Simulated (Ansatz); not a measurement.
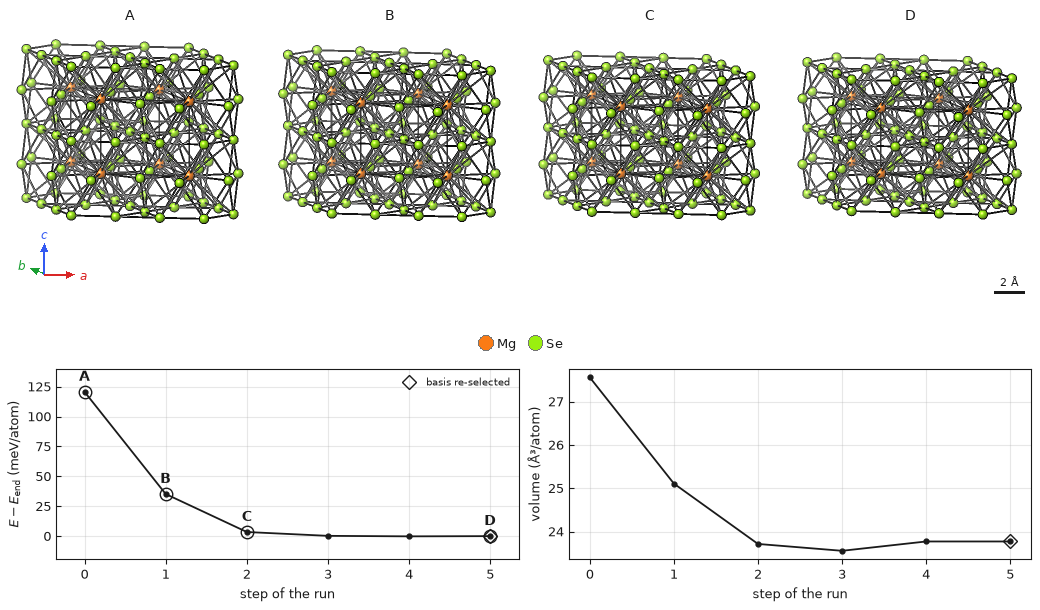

Frames of a relaxation of a crystal of MgSe₅ (a generated structure, set up in P6/mmm) (coarse preliminary run), marked on the history of the run. Style: ball-and-stick. Shown: the cell of the calculation, slightly off an axis.

Theory: DFT PBE, scalar-relativistic, plane waves, PAW (Ansatz). Set-up: plane-wave cutoff 420 eV; k-point mesh 3 × 3 × 4; occupations gaussian; smearing width 0.1 eV; no spin polarisation; cell and atoms relaxed; force threshold 0.04 eV/Å; at most 70 steps.

Describe the path.

Over 4 accepted moves (5 points after the start) the energy falls by 121 meV per atom. All forces vanish by symmetry, so only the cell relaxes. The pressure goes from −5.89 to 0.08 GPa. The SCF was repeated once at an unchanged geometry on a basis and grid sized afresh for the cell, which shifted the energy by 0.2 meV per atom at most. The atoms keep their places relative to the cell (all moves are under 0.005 Å). The drawn cell changes as follows: a = b 6.119 → 6.046 Å (−1.2 %), c 5.099 → 4.506 Å (−11.6 %); the volume changes by −13.7 %. Near-neighbour distances that change, for instance: Se–Se 3.102 → 2.850 Å, Mg–Se 3.983 → 3.770 Å, Mg–Se 3.533 → 3.490 Å, Se–Se 3.060 → 3.023 Å. The space group stays P6/mmm (No. 191). From step 0 to 1: volume −8.9 %, energy −85.4 meV per atom. From step 1 to 2: volume −5.6 %, energy −31.8 meV per atom. From step 2 to 5: volume +0.2 %, energy −3.4 meV per atom.

| step | E − E(0), meV/atom | pressure, GPa | volume, Å³/atom | note |
| --- | --- | --- | --- | --- |
| 0 | 0.00 | -5.89 | 27.558 |  |
| 1 | -85.39 | -2.97 | 25.107 |  |
| 2 | -117.15 | -0.08 | 23.713 |  |
| 3 | -120.36 | 0.55 | 23.555 |  |
| 4 | -120.78 | 0.08 | 23.770 |  |
| 5 | -120.59 | 0.08 | 23.770 | same geometry, new basis |
